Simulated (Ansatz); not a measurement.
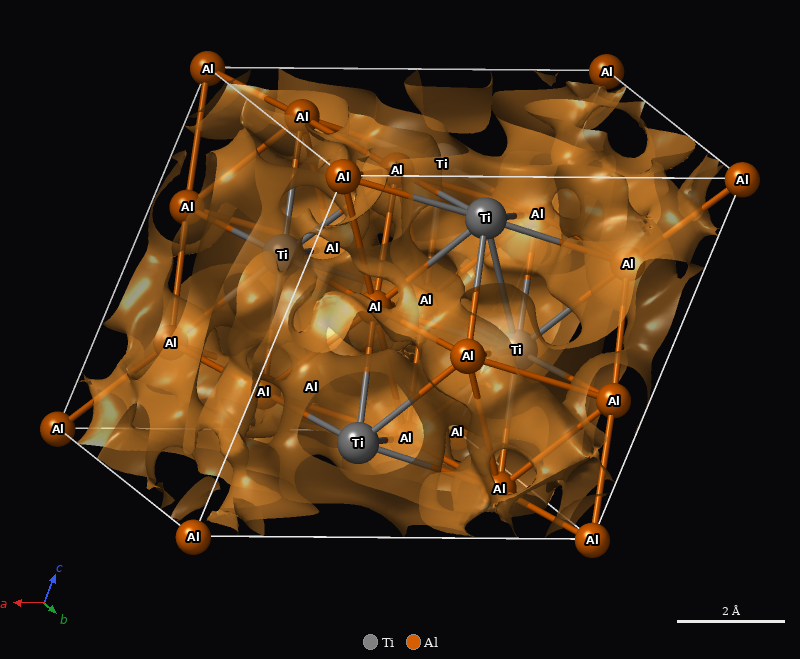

TiAl3. Isosurface of the electron localisation function at 0.55 (orange), seen at an oblique angle. Core shells and regions of very low density are left out. Sticks mark near contacts.

Space group P1; a generated structure, not necessarily the stable one; computed without spin polarisation.

These are results of DFT PBE, scalar-relativistic, plane waves, PAW in Ansatz 0.2.0, not measurements.

In a PAW calculation such maps are meaningful between the atoms, not at the nuclei.

**Where are the electrons localised?**

At this value the surface marks out one network that runs through the whole crystal, counted in one cell of 20 atoms. Any copies at cell faces, edges or corners count once. Profiles from the grid: Al–Al (2.71 Å): the ELF peaks at about 0.70 between the atoms. Ti–Al (2.72 Å): the ELF is about 0.35 at the midpoint.

**Does the calculation make it a metal, or give it a gap?**

It is metallic or semimetallic at this level of theory: no gap opens.
